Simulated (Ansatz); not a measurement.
## Geometry relaxation, with input and output: Al₂Ru (part 1 of 2)

Al₂Ru (Fddd, 6 atoms in the cell), computed with DFT PBEsol, scalar-relativistic, plane waves, PAW, no spin polarisation (Ansatz 0.2.0).

The structure derives from a Materials Project entry. Figures and captions count atoms from 1; the log counts them from 0 in places.

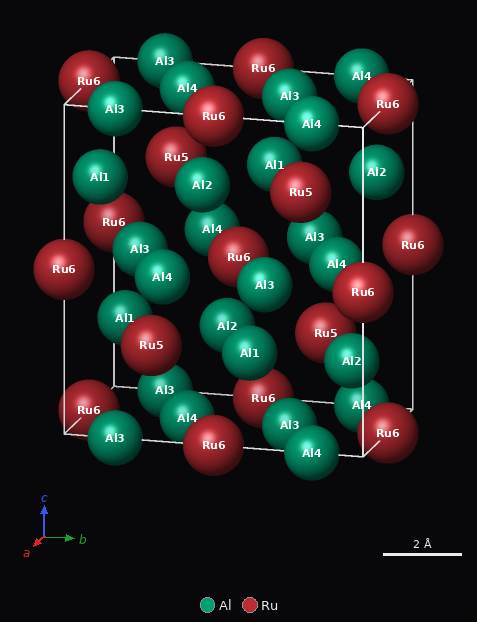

**Figure 1.** The starting structure (spheres-only view of the cell 4 times as large as that of the calculation, set on its symmetry axes, seen slightly off an axis; atoms are numbered from 1 in the order of the input).

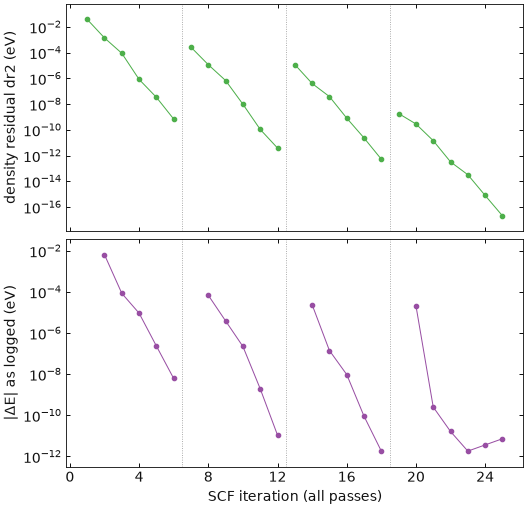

**Figure 2.** Convergence of the self-consistent field: density residual dr2 and size of the energy change against the SCF iteration. The dotted lines part the SCF passes of the relaxation: geometry steps, rejected trials and re-solves on a re-selected basis. The passes take 6, 6, 6 and 7 iterations.

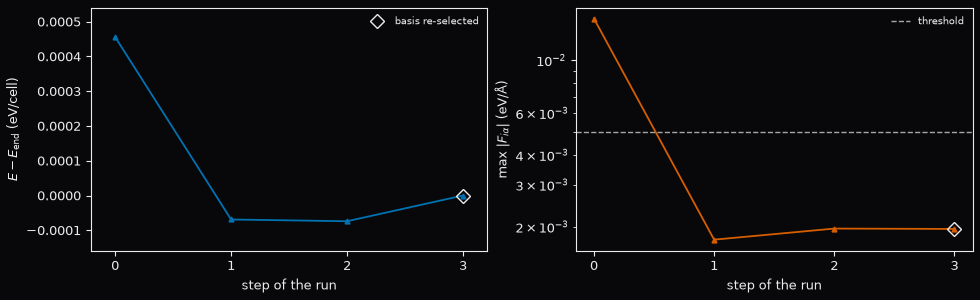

**Figure 3.** Progress of the relaxation, step by step (the first geometry is step 0 here and step 1 in the log). No atom moves by more than 0.005 Å relative to the cell. After 2 geometry steps the energy has fallen by 0.5 meV per cell of the calculation. Largest force component: 0.015 eV/Å at the start, 0.002 eV/Å at the end. The pressure goes from −0.53 to 0.00 GPa. A last SCF at the same geometry on a re-selected plane-wave basis shifts the energy by +0.1 meV per cell of the calculation.

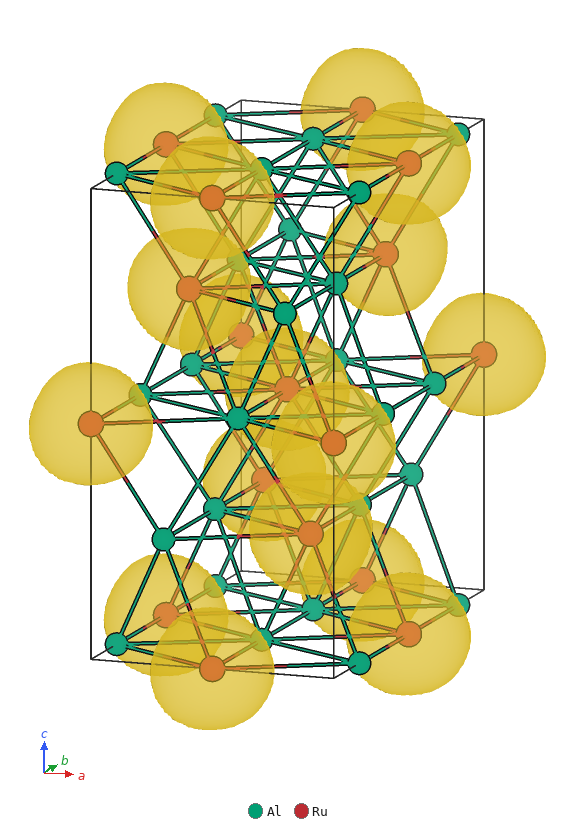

**Figure 4.** Isosurface of the valence charge density (pseudo) at 0.5 e/Å³ (yellow), seen slightly off an axis. Sticks mark near contacts. The outline is the cell set on symmetry axes. At this value the density breaks into separate islands; it holds about 60 % of the electrons treated as valence (semicore included). It is pinched off along the Al–Ru (2.57 Å), Al–Al (2.59 Å), Al–Ru (2.62 Å) and Al–Al (2.67 Å) contacts. On the grid the lowest density along these lines, outside the cores, is 0.29 e/Å³ (Al–Ru, 2.57 Å), 0.24 e/Å³ (Al–Al, 2.59 Å), 0.27 e/Å³ (Al–Ru, 2.62 Å) and 0.23 e/Å³ (Al–Al, 2.67 Å). In a PAW calculation such maps are meaningful between the atoms, not at the nuclei.

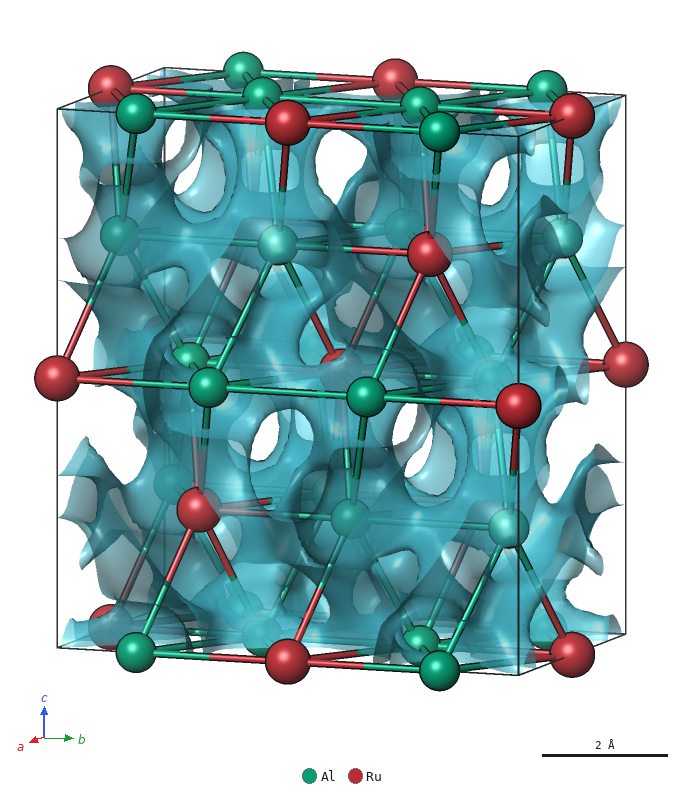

**Figure 5.** Isosurface of the electron localisation function at 0.5 (cyan), seen slightly off an axis. Core shells and regions of very low density are left out. Sticks mark near contacts. The outline is the cell set on symmetry axes. Values along the shortest contacts: Al–Ru (2.57 Å): the ELF is about 0.40 at the midpoint. Al–Al (2.59 Å): the ELF peaks at about 0.65 between the atoms.

These pictures come from the run below.

**Input**
```yaml
crystal:
  lattice:
    - [0.0, 3.9898374997, 4.3915250777]
    - [2.3524746913, 0.0, 4.3915250777]
    - [2.3524746913, 3.9898374997, 0.0]
  atoms:
    - { symbol: Al, position: [0.07906103, 0.42093897, 0.07906103] }
    - { symbol: Al, position: [0.42093897, 0.07906103, 0.42093897] }
    - { symbol: Al, position: [0.17093897, 0.82906103, 0.17093897] }
    - { symbol: Al, position: [0.82906103, 0.17093897, 0.82906103] }
    - { symbol: Ru, position: [0.75, 0.75, 0.75] }
    - { symbol: Ru, position: [0.5, 0.5, 0.5] }
basis:
  ecutwfc: 420
kpoints:
  mp_grid: { grid: [10, 10, 10] }
hamiltonian:
  xc: pbesol
scf:
  occupations: { method: gaussian, width: 0.01 }
output:
  forces: true
  stress: true
  eigenvalues: true
  write_density: true
  write_potential: true
  elf: true
  volumetric_format: npy
relax:
  adjacent_minimum: "off"
  f_tol: 0.005
  max_steps: 80
  cell: { stress_tol: 0.05 }
```

Launched with:
```bash
ansatz run input.yaml --threads 1 --pin off --max-ram 2560MiB --backend cpu --events-out ev --progress --plain --runs-dir out
```

**Output**
```
Engine: ansatz 0.2.0, x86_64-unknown-linux-gnu
Pseudopotentials: kind: paw
Pseudopotential: Al, paw, valence charge 3, recommended cutoff 420 eV (normal), Al.paw.azcp
Pseudopotential: Ru, paw, valence charge 16, recommended cutoff 420 eV (normal), Ru.paw.azcp
Functional definition: PBEsol
  exchange = pbesol_x
  correlation = pbesol_c
Crystal: 6 atoms, lattice volume = 82.438 Å³
Basis set: ecut = 420 eV, 1625 PW (Γ), exchange–correlation on 80×72×64 points (8 copies of the dense FFT grid, shifted against one another)
Bands: 28, of which v1, the nominal top of the filled ones, is band 22 counted from 1 (21 counted from 0)
Symmetry: 8 space group operations
Space group: Fddd (ITA 70), of the structure as read, at distance tolerance 4.4e-5 Å
k-points: 171 of 1000
Non-local potential: Al, projectors of the file, l = 0: 2, l = 1: 2, l = 2: 1
Non-local potential: Ru, projectors of the file, l = 0: 3, l = 1: 2, l = 2: 2, l = 3: 1
PAW form: soft (Blöchl's): semilocal exchange-correlation on the pseudo side does not see the compensation charge
PAW frozen core: Al, regenerated for the run's functional, and the local potential with it (the file was generated under x = pbe(κ = 0.804, μ = 0.2195149727645171), c = pbe(β = 0.06672455060314922))
PAW frozen core: Ru, regenerated for the run's functional, and the local potential with it (the file was generated under x = pbe(κ = 0.804, μ = 0.2195149727645171), c = pbe(β = 0.06672455060314922))
PAW one-centre angular grid: Al, 110 points (default); XC on 64 Gauss nodes
PAW one-centre angular grid: Ru, 590 points (default); XC on 64 Gauss nodes
Initial density: superposition of atomic densities (neutral atoms: chi_scale 0, normalization atom), corrected by the library's trained network
Initial wavefunctions: pseudopotential atomic-orbital guess
Functional: x = pbesol(κ = 0.804, μ = 0.12345679012345678), c = pbesol(β = 0.046)
SCF iter   1: F=—  HF=-13735.326425 eV  |F-HF|=—  |Δ(HF+E_count)|=         —  Δρ=6.57e-3  dr2=3.87e-2  ethr=1.77e-3  ⟨swp⟩=7.2  Hψ=22820  notcnv=0
preconditioner: auto → none  [insulator: Δε(μ)=0.159 eV  Ē_g=6.529 eV  σ=0.010 eV  W_gap=1.00  n_scr=16 (ndim 8)  ℏωp=21.6 eV  f_vac=0.000  D(μ)=0.00/eV (n_scr^D=0)  ε∞_Penn≈12.0]
SCF iter   2: F=—  HF=-13735.319922 eV  |F-HF|=—  |Δ(HF+E_count)|=   6.50e-3  Δρ=1.90e-3  dr2=1.40e-3  ethr=8.79e-5  ⟨swp⟩=3.0  Hψ=9223  notcnv=0  defer=250
SCF iter   3: F=—  HF=-13735.319836 eV  |F-HF|=—  |Δ(HF+E_count)|=   8.60e-5  Δρ=6.06e-4  dr2=9.00e-5  ethr=3.19e-6  ⟨swp⟩=2.3  Hψ=7704  notcnv=0  defer=250
SCF iter   4: F=—  HF=-13735.319826 eV  |F-HF|=—  |Δ(HF+E_count)|=   9.31e-6  Δρ=3.41e-5  dr2=8.39e-7  ethr=2.05e-7  ⟨swp⟩=1.3  Hψ=4648  notcnv=0  defer=250
iter 5 did not close the SCF: its close was put off for the readings that it lacked (scf_convergence_deferred on its scf_iter line)
SCF iter   5: F=-13735.319826 eV  HF=-13735.319826 eV  |F-HF|=1.33e-9  |Δ(HF+E_count)|=   2.35e-7  Δρ=1.04e-5  dr2=3.40e-8  ethr=1.91e-9  ⟨swp⟩=2.0  Hψ=8164  notcnv=0  defer=250
SCF iter   6: F=-13735.319826 eV  HF=-13735.319826 eV  |F-HF|=6.00e-11  |Δ(HF+E_count)|=   6.19e-9  Δρ=1.55e-6  dr2=6.95e-10  ethr=7.73e-11  ⟨swp⟩=8.6  Hψ=28610  notcnv=0
SCF 1 converged in 6 iterations: F = -13735.319826 eV  dr2 = 6.95e-10
  greatest PAW one-centre occupation: 0.999 electrons in one spin orbital (limit 2), on the Ru atom at site 5 (counted from 0), in its partial waves of l = 0
relax step   1: F+E_penalty+E_count = -13735.31982619 eV  Δ(F+E_penalty+E_count) = +0.000e0 eV  max|allowed force component| = 1.498e-2 eV/Å  Δτ_max = 0.0000 Å  P = -0.528 GPa  Ω = 82.438 Å³  (6 SCF iters, dr2 threshold 1.00e-7 eV, accepted)
Crystal: 6 atoms, lattice volume = 82.162 Å³
Basis set: ecut = 420 eV, 1621 PW (Γ), exchange–correlation on 80×72×64 points (8 copies of the dense FFT grid, shifted against one another)
Initial density: handed on by an earlier stage of this run
Initial wavefunctions: those handed on with the density
iter 1 solved again at ethr=6.02e-7 eV; its pass at ethr=3.10e-3 eV (dr2=2.65e-4 eV) is discarded
SCF iter   1: F=—  HF=-13735.320424 eV  |F-HF|=—  |Δ(HF+E_count)|=         —  Δρ=4.57e-4  dr2=2.65e-4  ethr=6.02e-7  ⟨swp⟩=2.1  Hψ=24415  notcnv=0
preconditioner: auto → none  [insulator: Δε(μ)=0.088 eV  Ē_g=6.550 eV  σ=0.010 eV  W_gap=1.00  n_scr=16 (ndim 8)  ℏωp=21.7 eV  f_vac=0.000  D(μ)=0.00/eV (n_scr^D=0)  ε∞_Penn≈12.0]
SCF iter   2: F=—  HF=-13735.320355 eV  |F-HF|=—  |Δ(HF+E_count)|=   6.91e-5  Δρ=1.21e-4  dr2=1.16e-5  ethr=6.02e-7  ⟨swp⟩=2.4  Hψ=6202  notcnv=0
SCF iter   3: F=—  HF=-13735.320351 eV  |F-HF|=—  |Δ(HF+E_count)|=   3.90e-6  Δρ=2.99e-5  dr2=6.85e-7  ethr=2.65e-8  ⟨swp⟩=2.2  Hψ=6658  notcnv=0
iter 4 did not close the SCF: its close was put off for the readings that it lacked (scf_convergence_deferred on its scf_iter line)
SCF iter   4: F=-13735.320351 eV  HF=-13735.320351 eV  |F-HF|=6.51e-9  |Δ(HF+E_count)|=   2.24e-7  Δρ=4.31e-6  dr2=9.87e-9  ethr=1.56e-9  ⟨swp⟩=2.2  Hψ=6744  notcnv=0
iter 5 did not close the SCF: its close was put off for the readings that it lacked (scf_convergence_deferred on its scf_iter line)
SCF iter   5: F=-13735.320351 eV  HF=-13735.320351 eV  |F-HF|=4.91e-11  |Δ(HF+E_count)|=   1.96e-9  Δρ=5.92e-7  dr2=1.09e-10  ethr=2.24e-11  ⟨swp⟩=2.2  Hψ=8540  notcnv=0
SCF iter   6: F=-13735.320351 eV  HF=-13735.320351 eV  |F-HF|=0.00e0  |Δ(HF+E_count)|=  1.09e-11  Δρ=1.20e-7  dr2=3.89e-12  ethr=1.00e-12  ⟨swp⟩=3.9  Hψ=21601  notcnv=0
SCF 2 converged in 6 iterations: F = -13735.320351 eV  dr2 = 3.89e-12
relax step   2: F+E_penalty+E_count = -13735.32035060 eV  Δ(F+E_penalty+E_count) = -5.244e-4 eV  max|allowed force component| = 1.767e-3 eV/Å  Δτ_max = 0.0008 Å  P = +0.097 GPa  Ω = 82.162 Å³  energy of the carried Pulay correction = +9.046e-5 eV  (6 SCF iters, dr2 threshold 6.00e-7 eV, accepted)
Crystal: 6 atoms, lattice volume = 82.205 Å³
iter 1 solved again at ethr=2.65e-8 eV; its pass at ethr=3.10e-3 eV (dr2=1.17e-5 eV) is discarded
```
